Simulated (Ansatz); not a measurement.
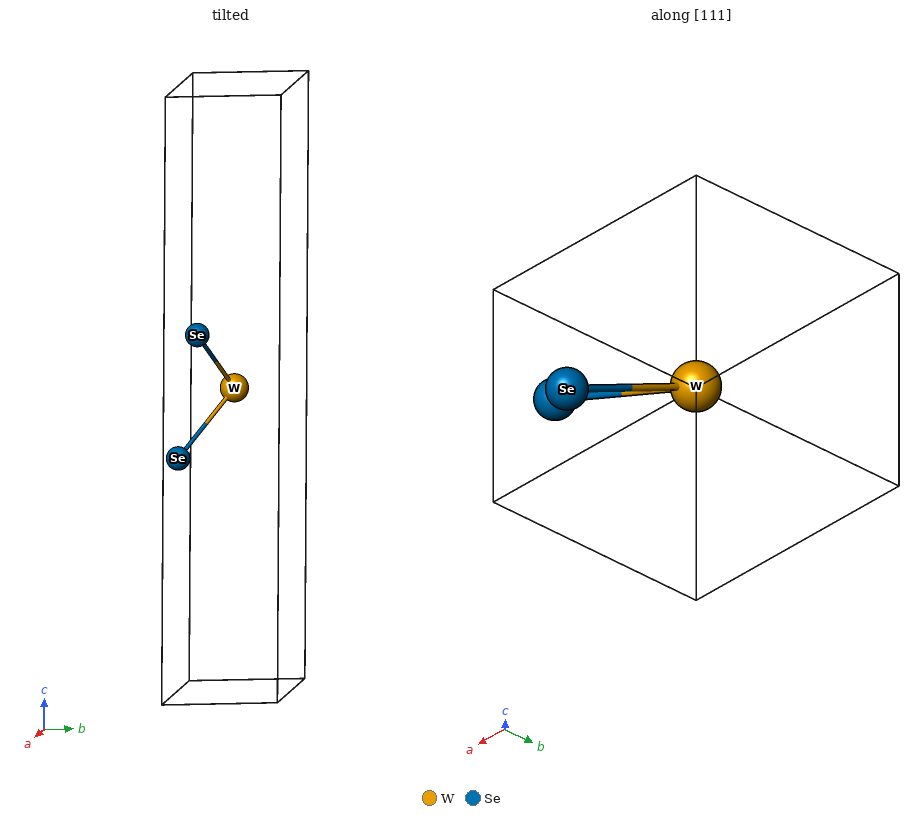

We look at a ball-and-stick model of the crystal slightly off an axis and along [111]. The cell (the run's own, in a reduced setting) is outlined; an atom on or near a face, edge or corner is repeated at each equivalent position. Cell: a = 3.717 Å, b = 3.594 Å, c = 17.691 Å, α = 92.28°, β = 91.60°, γ = 124.42°.

Formula: WSe2. With Z = 1, the cell contains 1 W, 2 Se. W is coordinated by six Se in a distorted trigonal prismatic arrangement at about 2.6 to 2.9 Å. The neighbours of Se are three W in a trigonal pyramidal arrangement at about 2.6 to 2.9 Å. Not all metal-metal contacts are counted. The bonds build WSe2 layers parallel to (001).

It goes back to a structure listed in the Materials Project. The cell was then strained or its atoms displaced on purpose. A calculation with Ansatz used it as input.

At this level of theory the run's own cell isn't at rest (stretched, at -8 GPa and forces up to 3.1 eV/Å), so its distances can differ from those at equilibrium, the more so the softer the solid.
